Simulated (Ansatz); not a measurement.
Single-point calculation of CuO (part 1 of 2)

- system: CuO (Cccm, 8 atoms in the cell)
- method: DFT PBE+U, scalar-relativistic, plane waves, PAW, Ueff = 4 eV on Cu d, spin-polarised (Ansatz 0.2.0)

The structure derives from an entry of the Crystallography Open Database. Figures and captions count atoms from 1; the log counts them from 0 in places.

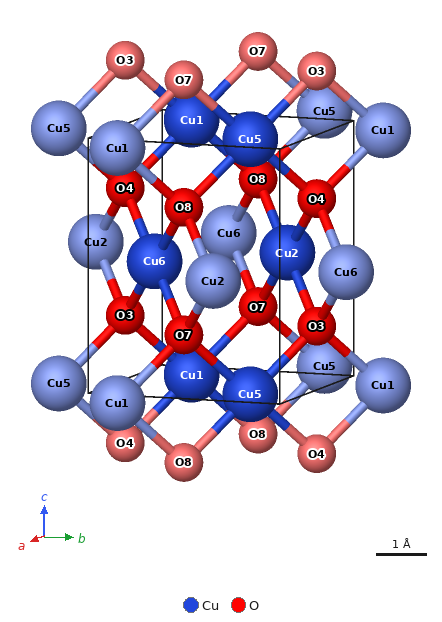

Fig. 1: The input geometry (ball-and-stick view of the cell of the calculation, seen slightly off an axis; neighbours outside the cell are drawn fainter; atoms are numbered from 1 in the order of the input). Near neighbours in the crystal (not all of them lie inside the picture): Cu has 4 O at 1.97 Å; O has 4 Cu at 1.97 Å.

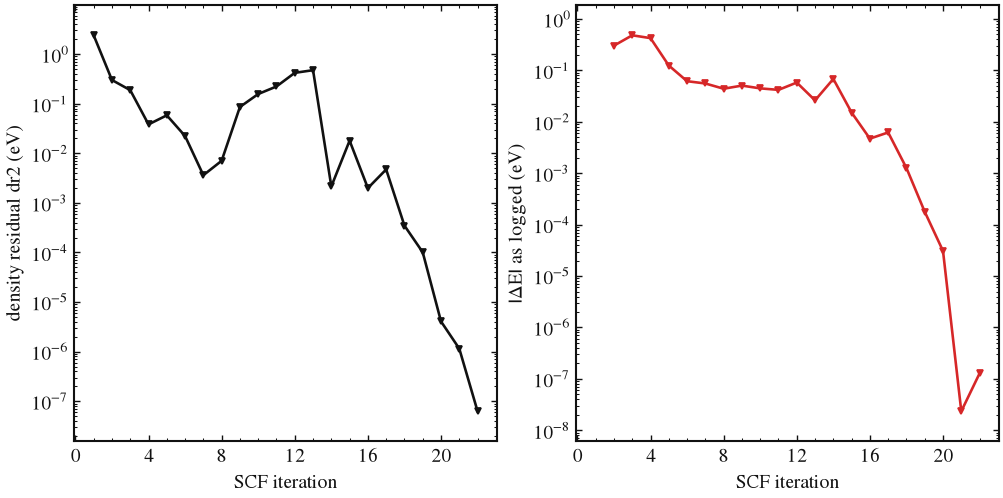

Fig. 2: Convergence of the self-consistent field: density residual dr2 and size of the energy change against the SCF iteration. The residual falls unevenly and jumps up by a factor of two or more 3 times on the way down.

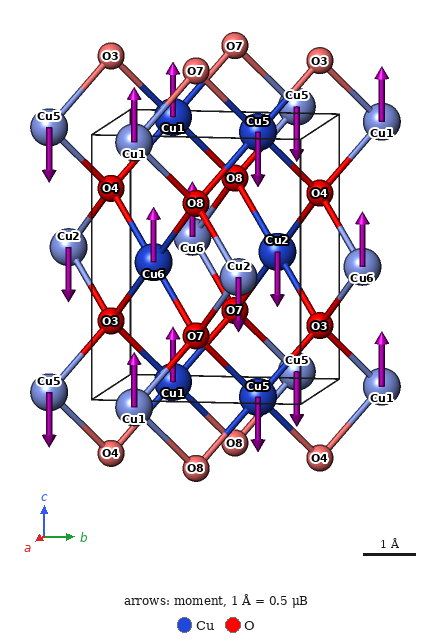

Fig. 3: Magnetic moments of the sites as pink arrows (ball-and-stick view of the cell of the calculation, seen slightly off an axis; neighbours outside the cell are drawn fainter; atoms are numbered from 1 in the order of the input); small moments hardly show. The run is collinear, so the axis drawn is arbitrary. Site moments: Cu1 (0.55 μB); Cu2, Cu5 (−0.55 μB); Cu6 (0.55 μB). They are counted near the atoms and needn't add up to the moment of the cell.

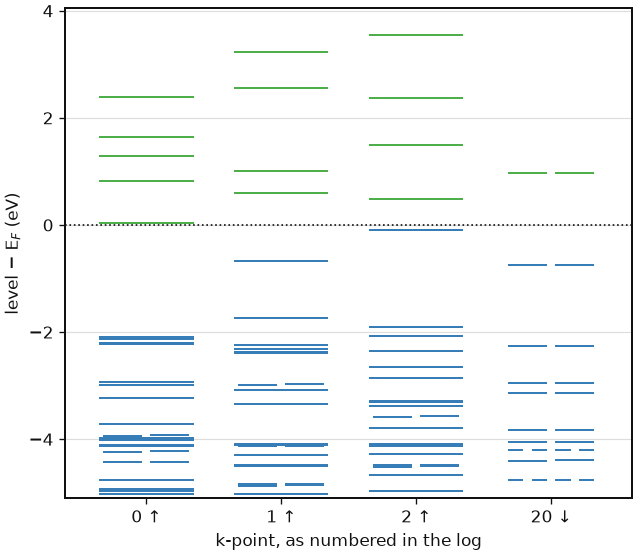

Fig. 4: Kohn–Sham levels near the Fermi level (dotted) at the few k-points that the log prints; levels within 0.02 eV of each other stand side by side. The system is metallic on the full mesh.

The input that produced these results follows, with the program's output.

**The input**
```yaml
crystal:
  lattice:
    - [4.174418405, 0.0, 0.3305692971]
    - [0.0, 4.1521210669, 0.0]
    - [-0.4124906602, 0.0, 5.2015957502]
  atoms:
    - { symbol: Cu, position: [0.25, 0.25, 0.0], spin: 1.0 }
    - { symbol: Cu, position: [0.25, -0.25, 0.5], spin: -1.0 }
    - { symbol: O, position: [0.5, -3.5267e-05, 0.25] }
    - { symbol: O, position: [0.5, 3.5267e-05, 0.75] }
    - { symbol: Cu, position: [0.75, 0.75, 0.0], spin: -1.0 }
    - { symbol: Cu, position: [0.75, 0.25, 0.5], spin: 1.0 }
    - { symbol: O, position: [1.0, 0.499964733, 0.25] }
    - { symbol: O, position: [1.0, 0.500035267, 0.75] }
basis:
  ecutwfc: 420
  ecutrho_ratio: 4
kpoints:
  mp_grid: { grid: [4, 4, 3] }
hamiltonian:
  xc: pbe
  hubbard: { sites: [{ species: Cu, l: d, u_eff: 4.0 }] }
scf:
  occupations: { method: gaussian, width: 0.05 }
output:
  forces: true
  stress: true
  eigenvalues: true
  populations: true
  hubbard: { sites: [{ species: Cu, l: d }] }
magnetization:
  spin_polarized: true
```

Run as:
```bash
ansatz run input.yaml --threads 8 --pin off --max-ram 22528MiB --backend cpu --events-out ev --progress --plain --runs-dir out
```

**Log**
```
Cu: projections on atomic orbitals take those of the free atom [Ne] 3s2 3p6 3d10 4s1, of charge +0.00 (hamiltonian.pseudopotentials.projection_atoms); the dataset's partial waves leave at most 2.0e-6 of an orbital's norm unspanned inside its sphere
O: projections on atomic orbitals take those of the free atom [He] 2s2 2p4, of charge +0.00 (hamiltonian.pseudopotentials.projection_atoms); the dataset's partial waves leave at most 1.9e-8 of an orbital's norm unspanned inside its sphere
Engine: ansatz 0.2.0, aarch64-unknown-linux-gnu
Pseudopotentials: kind: paw
Pseudopotential: Cu, paw, valence charge 19, recommended cutoff 420 eV (normal), Cu.paw.azcp
Pseudopotential: O, paw, valence charge 6, recommended cutoff 420 eV (normal), O.paw.azcp
Functional definition: PBE
  parameter kappa = 0.804
  parameter beta = 0.06672455060314922
  exchange = pbe_x(kappa = kappa, mu = beta*pi^2/3)
  correlation = pbe_c(beta = beta)
Crystal: 8 atoms, lattice volume = 90.724 Å³
Basis set: ecut = 420 eV, 1761 PW (Γ), exchange–correlation on 60×60×72 points (8 copies of the dense FFT grid, shifted against one another)
Bands: 63, of which v1, the nominal top of the filled ones, is band 50 counted from 1 (49 counted from 0)
Symmetry: 4 space group operations
Space group: P2/c (ITA 13), of the structure as read, at distance tolerance 4.5e-5 Å
Magnetic group: BNS 13.74 (UNI 81), of the structure as read, at distance tolerance 4.5e-5 Å
k-points: 21 of 48
Non-local potential: Cu, projectors of the file, l = 0: 3, l = 1: 2, l = 2: 3, l = 3: 1
Non-local potential: O, projectors of the file, l = 0: 2, l = 1: 2, l = 2: 1
PAW form: soft (Blöchl's): semilocal exchange-correlation on the pseudo side does not see the compensation charge
PAW one-centre angular grid: Cu, 590 points (default); XC on 64 Gauss nodes
PAW one-centre angular grid: O, 110 points (default); XC on 64 Gauss nodes
Initial density: superposition of atomic densities (chi_scale 0.1, normalization cell, long waves kept (reshape's long-wave potential 0.00 eV rms))
Starting moments: Σ|m| = 4 μB on 4 of 8 sites
Starting magnetic order: antiferromagnet; a translation exchanges its spin sublattices: spin-degenerate at every k-point
Initial wavefunctions: pseudopotential atomic-orbital guess
Functional: x = pbe(κ = 0.804, μ = 0.2195149727645171), c = pbe(β = 0.06672455060314922)
iter 1 solved again at ethr=2.37e-3 eV; its pass at ethr=3.10e-3 eV (dr2=2.37e0 eV) is discarded
```
